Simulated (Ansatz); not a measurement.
Band-structure calculation of InSb

The run: band-structure calculation of InSb (F-43m, 2 atoms in the cell). Method and program: DFT PBEsol, scalar-relativistic, plane waves, PAW, no spin polarisation (Ansatz 0.2.0).

The structure derives from an entry of the Crystallography Open Database. Figures and captions count atoms from 1; the log counts them from 0 in places.

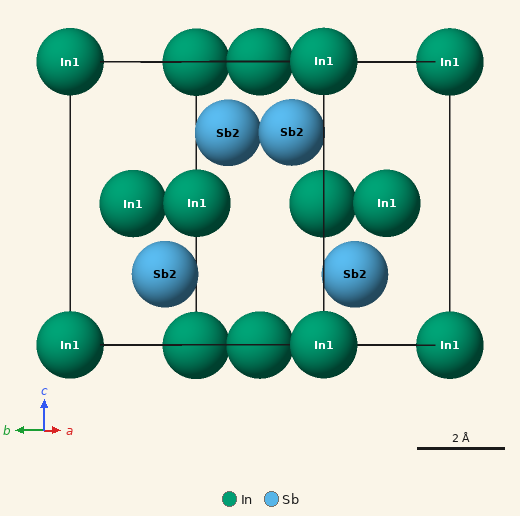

Figure 1. The structure as given in the input (spheres-only view of the cell 4 times as large as that of the calculation, set on its symmetry axes, seen at an oblique angle; atoms are numbered from 1 in the order of the input). An atom can appear more than once, as a periodic image.

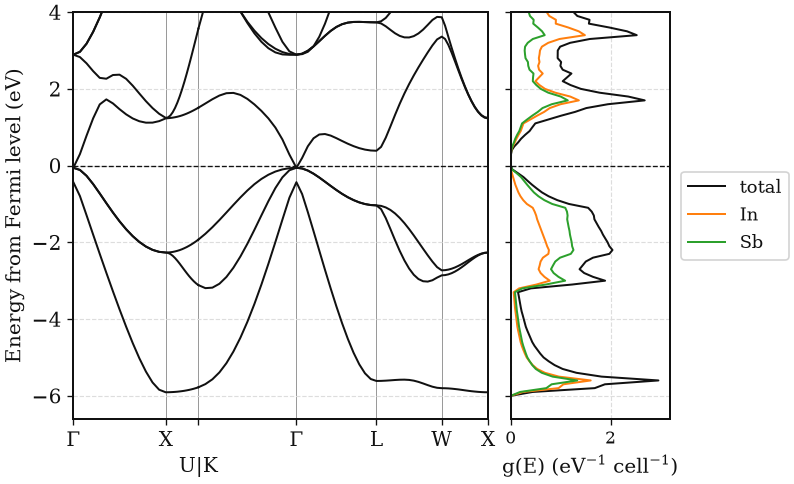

Figure 2. Band structure along Γ–X–U|K–Γ–L–W–X and density of states (projected on Löwdin-orthogonalised atomic shells), with energies from the Fermi level. Few states lie at the Fermi level: a semimetal, or a gap closed by the functional.

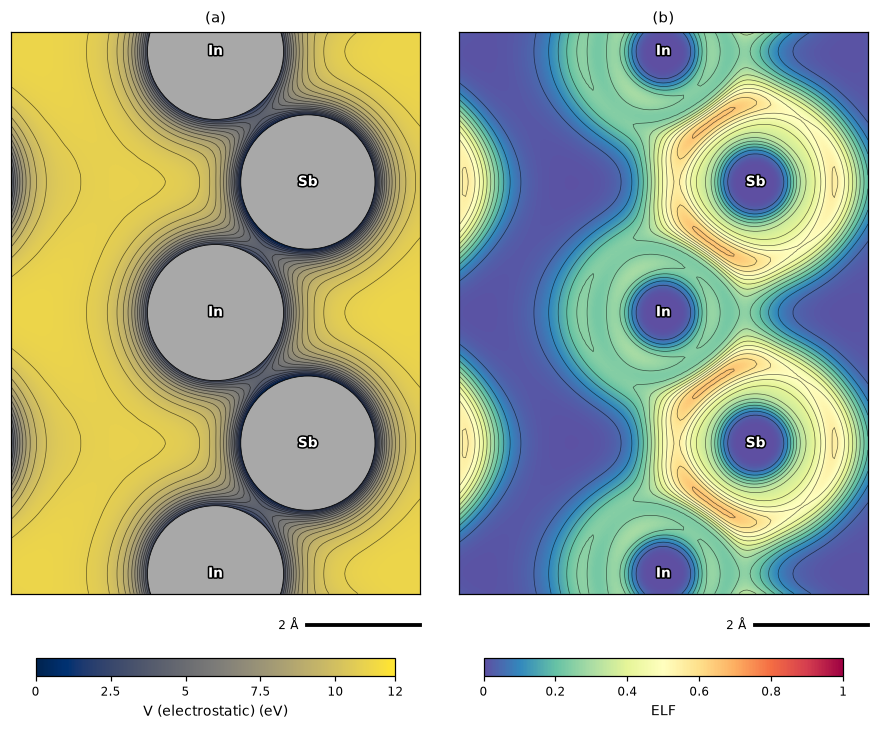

Figure 3. (a) electrostatic potential (local pseudopotential plus Hartree) felt by an electron; (b) ELF on the (101) plane of the conventional cell. Grey discs, where drawn, cover atomic cores. The section cuts through In and Sb sites. In–Sb (2.82 Å): the ELF peaks at about 0.65 between the atoms. Outside the cores the potential energy rises away from the atoms and is highest about 2.8 Å from the nearest atoms; outside the discs it spans about 10 eV, and its zero is arbitrary. The fields are those of the smooth PAW valence density.

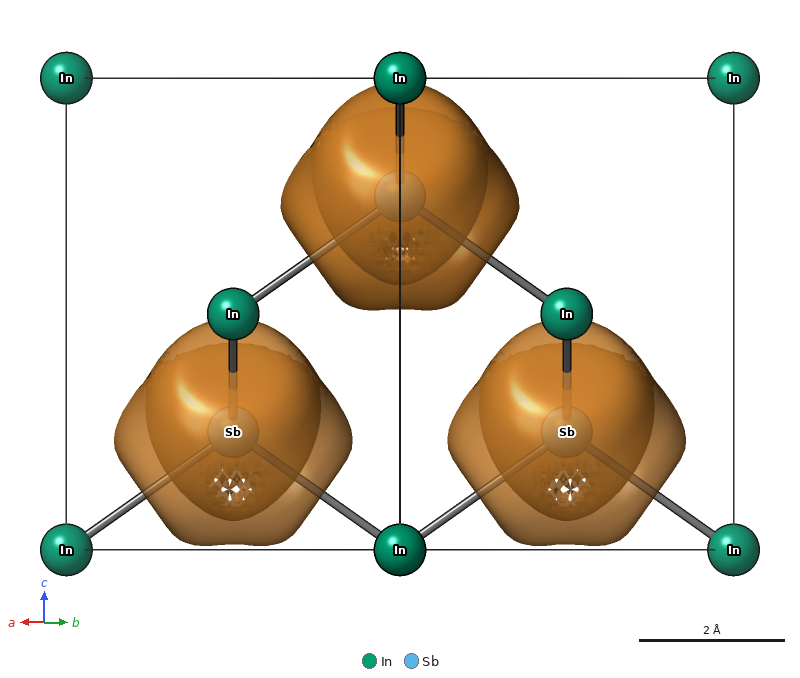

Figure 4. Isosurface of the ELF at 0.5 (orange), seen along [110]. Core shells and regions of very low density are left out. Sticks mark near contacts. The outline is the cell set on symmetry axes. Values along the shortest contacts: In–Sb (2.82 Å): the ELF peaks at about 0.65 between the atoms.

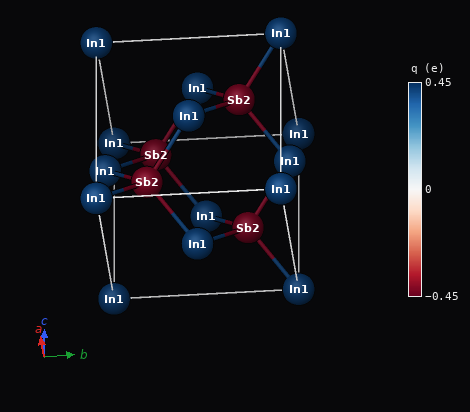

Figure 5. Bader charges, as the colour of each atom (ball-and-stick view of the cell 4 times as large as that of the calculation, set on its symmetry axes, seen at an oblique angle; atoms are numbered from 1 in the order of the input). By element: In +0.42 and Sb −0.42 e.

These pictures come from the run below.

## The input
```yaml
crystal:
  lattice:
    - [0.0, 3.2599290578, 3.2599290578]
    - [3.2599290578, 0.0, 3.2599290578]
    - [3.2599290578, 3.2599290578, 0.0]
  atoms:
    - { symbol: In, position: [0.0, 0.0, 0.0] }
    - { symbol: Sb, position: [0.25, 0.25, 0.25] }
basis:
  ecutwfc: 420
kpoints:
  mp_grid: { grid: [12, 12, 12] }
  band_path:
    path:
      - [[0.0, 0.0, 0.0], [-0.5, -0.5, 0.0], [-0.375, -0.375, 0.25]]
      - [[-0.375, 0.0, 0.375], [0.0, 0.0, 0.0], [0.0, 0.0, 0.5], [-0.5, -0.25, 0.25], [-0.5, -0.5, 0.0]]
    npoints: 14
hamiltonian:
  xc: pbesol
scf:
  occupations: { method: gaussian, width: 0.1 }
  n_extra_bands: 6
output:
  forces: true
  stress: true
  eigenvalues: true
  populations: true
  dos: { projected: true, de: 0.02, nscf_kmesh: { grid: [18, 18, 18] } }
  bader: true
  write_density: true
  write_potential: true
  elf: true
  volumetric_format: npy
```

Launched with:
```bash
ansatz run input.yaml --threads 1 --pin off --max-ram 2560MiB --backend cpu --events-out ev --progress --plain --runs-dir out
```

## What the program printed
```
scf.n_extra_bands = 6 over 14 filled bands (N_el = 28.0): the run solves 20 bands
Engine: ansatz 0.2.0, x86_64-unknown-linux-gnu
Pseudopotentials: kind: paw
Pseudopotential: In, paw, valence charge 13, recommended cutoff 420 eV (normal), In.paw.azcp
Pseudopotential: Sb, paw, valence charge 15, recommended cutoff 420 eV (normal), Sb.paw.azcp
Functional definition: PBEsol
  exchange = pbesol_x
  correlation = pbesol_c
Crystal: 2 atoms, lattice volume = 69.287 Å³
Basis set: ecut = 420 eV, 1363 PW (Γ), exchange–correlation on 64×64×64 points (8 copies of the dense FFT grid, shifted against one another)
Bands: 20, of which v1, the nominal top of the filled ones, is band 14 counted from 1 (13 counted from 0)
Symmetry: 24 space group operations
Space group: F-43m (ITA 216), of the structure as read, at distance tolerance 4.1e-5 Å
k-points: 72 of 1728 (time reversal used)
Non-local potential: In, projectors of the file, l = 0: 2, l = 1: 2, l = 2: 2, l = 3: 2
Non-local potential: Sb, projectors of the file, l = 0: 2, l = 1: 2, l = 2: 2, l = 3: 2
PAW form: soft (Blöchl's): semilocal exchange-correlation on the pseudo side does not see the compensation charge
PAW frozen core: In, regenerated for the run's functional, and the local potential with it (the file was generated under x = pbe(κ = 0.804, μ = 0.2195149727645171), c = pbe(β = 0.06672455060314922))
PAW frozen core: Sb, regenerated for the run's functional, and the local potential with it (the file was generated under x = pbe(κ = 0.804, μ = 0.2195149727645171), c = pbe(β = 0.06672455060314922))
PAW one-centre angular grid: In, 590 points (default); XC on 64 Gauss nodes
PAW one-centre angular grid: Sb, 590 points (default); XC on 64 Gauss nodes
Initial density: superposition of atomic densities (neutral atoms: chi_scale 0, normalization atom), corrected by the library's trained network
Initial wavefunctions: pseudopotential atomic-orbital guess
Functional: x = pbesol(κ = 0.804, μ = 0.12345679012345678), c = pbesol(β = 0.046)
SCF iter   1: F=—  HF=-11933.655541 eV  |F-HF|=—  |Δ(HF+E_count)|=         —  Δρ=3.43e-3  dr2=1.32e-2  ethr=1.77e-3  ⟨swp⟩=6.4  Hψ=7748  notcnv=0
preconditioner: auto → none  [insulator: Δε(μ)=0.416 eV  Ē_g=15.232 eV  σ=0.100 eV  W_gap=0.78  n_scr=14 (ndim 8)  ℏωp=18.9 eV  f_vac=0.116  D(μ)=0.03/eV (n_scr^D=0)  ε∞_Penn≈2.5]
SCF iter   2: F=—  HF=-11933.649727 eV  |F-HF|=—  |Δ(HF+E_count)|=   5.81e-3  Δρ=1.35e-3  dr2=1.04e-3  ethr=4.71e-5  ⟨swp⟩=2.8  Hψ=2934  notcnv=0  defer=12
SCF iter   3: F=—  HF=-11933.649833 eV  |F-HF|=—  |Δ(HF+E_count)|=   1.05e-4  Δρ=4.63e-4  dr2=1.61e-4  ethr=3.71e-6  ⟨swp⟩=2.0  Hψ=1971  notcnv=0  defer=12
SCF iter   4: F=—  HF=-11933.649867 eV  |F-HF|=—  |Δ(HF+E_count)|=   3.47e-5  Δρ=1.86e-4  dr2=1.70e-5  ethr=5.74e-7  ⟨swp⟩=2.0  Hψ=1963  notcnv=0  defer=12
SCF iter   5: F=—  HF=-11933.649894 eV  |F-HF|=—  |Δ(HF+E_count)|=   2.70e-5  Δρ=2.83e-5  dr2=3.82e-7  ethr=6.08e-8  ⟨swp⟩=3.0  Hψ=1971  notcnv=0  defer=12
SCF iter   6: F=-11933.649894 eV  HF=-11933.649894 eV  |F-HF|=1.02e-8  |Δ(HF+E_count)|=   8.84e-8  Δρ=3.41e-6  dr2=7.63e-9  ethr=3.57e-10  ⟨swp⟩=13.7  Hψ=11805  notcnv=0
SCF 1 converged in 6 iterations: F = -11933.649894 eV  dr2 = 7.63e-9
  greatest PAW one-centre occupation: 0.996 electrons in one spin orbital (limit 2), on the Sb atom at site 1 (counted from 0), in its partial waves of l = 2
NSCF: frozen V_eff on 86 k-points
NSCF: frozen V_eff on 195 k-points
SCF converged after 6 iterations
Free energy (F): -11933.649894 eV
Harris-Foulkes:  -11933.649894 eV  (|F-HF|=1.02e-8)
Internal energy: -11933.649747 eV  (E = F + TS)
E sigma→0 (E₀):  -11933.649820 eV
Entropy (-TS):   -0.000148 eV (-0.074 meV/atom)
Fermi energy:    7.054774 eV
--- Per-component energies (eV) ---
  E_band       = -269.355990
  E_kinetic    = 450.971051
  E_local      = -3226.953592  (includes V_loc(G=0)·N_el)
  E_nonlocal   = 732.987942
  E_hartree    = 1384.315706
  E_xc         = -350.590856
  E_vxc        = -196.072013  (∫ρ·V_xc dr)
  E_paw        = -8584.743896  (= ΣΔE_a)
  E_vpaw       = -798.917748  (= ΣTr[D̂ρ^β])
  E_aug_tail   = 0.000024  (compensation charges beyond the density's cutoff)
  E_ewald      = -2340.203884
  E_core_change = 0.567760  (= ΣΔE_core)
  E_smearing   = -0.000148  (= −TS)
  E_closure    = -0.000000  (closes the sum)
  Σ components = -11933.649894   (vs F -11933.649894, Δ=0.00e0)
--- Forces (eV/Å), atoms counted from 1 ---
  atom   1  In     0.00000000    -0.00000000     0.00000000
  atom   2  Sb    -0.00000000     0.00000000     0.00000000
  max |Σ_I F_I| component: 2.78e-17 eV/Å
--- Stress (GPa, compression-positive) ---
       -0.019302       0.000000       0.000000
        0.000000      -0.019302       0.000000
        0.000000       0.000000      -0.019302
  P = ⅓ Tr σ = -0.0193 GPa (-0.193 kbar)
--- Band table (eV; the first three rows and the last of 72) ---
  k-point 0: bands = ["-21.4953", "-21.4953", "-21.4953", "-21.4793", "-21.4793", "-7.5027", "-7.5027", "-7.5027", "-7.4212", "-7.4212", "-3.6351", "6.6223", "6.9983", "6.9983", "6.9983", "9.9456", "9.9456", "9.9456", "12.5580", "15.3631"]
  k-point 1: bands = ["-21.4953", "-21.4953", "-21.4953", "-21.4793", "-21.4793", "-7.5059", "-7.5013", "-7.5013", "-7.4214", "-7.4214", "-3.5732", "5.6789", "6.9010", "6.9010", "7.6405", "10.0574", "10.0820", "10.0820", "12.9484", "14.7705"]
  k-point 2: bands = ["-21.4953", "-21.4951", "-21.4951", "-21.4792", "-21.4792", "-7.5145", "-7.4974", "-7.4974", "-7.4217", "-7.4217", "-3.3924", "4.5057", "6.6725", "6.6725", "7.8814", "10.3907", "10.3907", "10.6306", "13.6868", "14.3247"]
  k-point 71: bands = ["-21.4950", "-21.4950", "-21.4933", "-21.4792", "-21.4781", "-7.5691", "-7.4733", "-7.4629", "-7.4302", "-7.4204", "-1.6938", "1.2533", "4.1947", "4.3249", "10.4159", "10.9216", "11.1459", "11.8803", "15.8601", "16.8415"]
--- Löwdin populations: 2 sites ---
  site symbol       q [e]
     0     In     13.0505
     1     Sb     14.9112
  spilling = 0.001369 (of n_electrons = 28.000000)
--- Bader charges: 2 sites ---
  site symbol  charge [e]  shift [e]
     0     In      0.4242     0.0002
     1     Sb     -0.4242     0.0002
  estimated error of the sums over rays = 3.1e-4 e
```

## File bader_charges.tsv
```
# site	symbol	x_ang	y_ang	z_ang	partial_charge_e	electrons	volume_ang3	relative_density_drop	shared_charge_e	partial_wave_shift_e
# quadrature_error_electrons = 3.1e-4
0	In	0.0000	0.0000	0.0000	0.42417	48.57583	28.54	-	0.42417	0.00025
1	Sb	1.6300	1.6300	1.6300	-0.42417	51.42417	40.75	-	-0.42417	0.00025
```

## Summary

- outcome: converged
- space group (tolerance 0.01 Å): F-43m (216)
- electrons treated: 28
- free energy: −11933.6499 eV
- Fermi energy: 7.055 eV
- gap on the k-point mesh: none (metallic)
- pressure: −0.02 GPa
- largest force (length of the vector): under 0.001 eV/Å
- hardware: 1 thread of Intel Xeon @ 2.50GHz (Skylake/Cascade Lake), 189 GiB of memory available, shared host
- wall time: 78 s
- peak memory: 0.47 GiB
